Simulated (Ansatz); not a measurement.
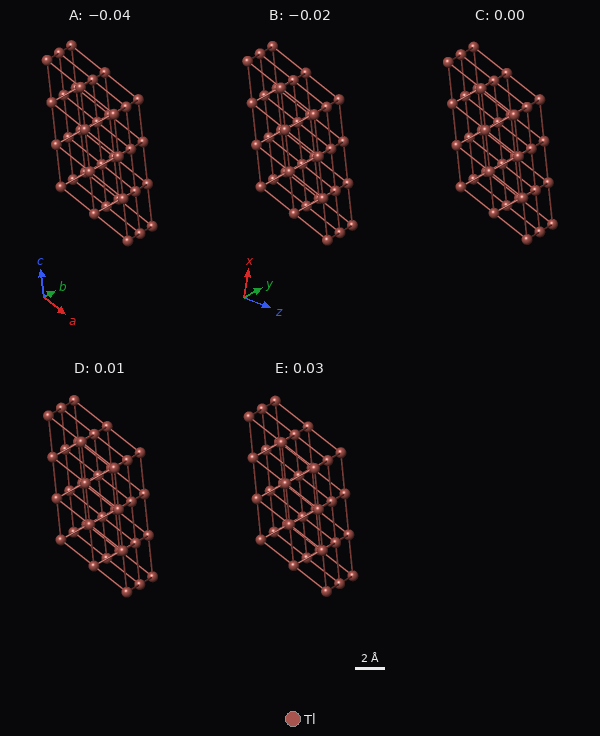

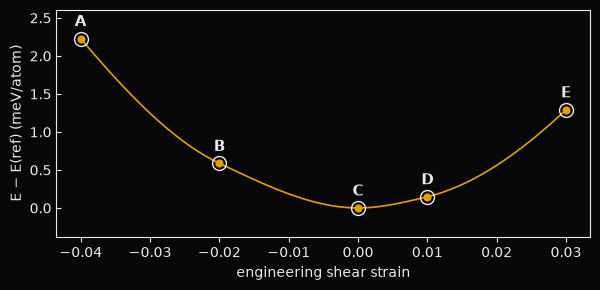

Energy scan for a crystal of Tl (Im-3m), in which the cell is strained in shear in the xz plane, with the atoms kept at their fractional coordinates. x, y and z are the Cartesian axes of the input. The lettered frames are marked on the plot. The picture is a ball-and-stick view of the cell of the calculation, repeated 2 × 2 × 3 with one cell outlined, seen slightly off an axis.

Computed with Ansatz, DFT PBEsol, scalar-relativistic, plane waves, PAW. (plane-wave cutoff 420 eV; k-point mesh 18 × 18 × 18; occupations gaussian; smearing width 0.15 eV; no spin polarisation). Energies (free energies at the smearing named) are counted from the cell as listed in its source, which wasn't relaxed.

Read off the main features of the energy profile.

Of the computed points the lowest is at the strain 0.00, 0.00 meV/atom. At the ends of the scan the energy is 2.23 meV/atom (−0.04) and 1.29 meV/atom (0.03). The unrelaxed reference is under a pressure of −0.8 GPa. The distortion takes the space group from Im-3m to Fmmm. At the strain −0.04 the cell of the drawing goes a 3.362 → 3.407 Å, b 3.362 → 3.317 Å, c 3.362 → 3.407 Å, β 109.5° → 110.5°.

The computed points:

| engineering shear strain | E − E(ref) (meV/atom) |
| --- | --- |
| −0.040 | 2.23 |
| −0.020 | 0.59 |
| 0.000 | 0.00 |
| 0.010 | 0.15 |
| 0.030 | 1.29 |
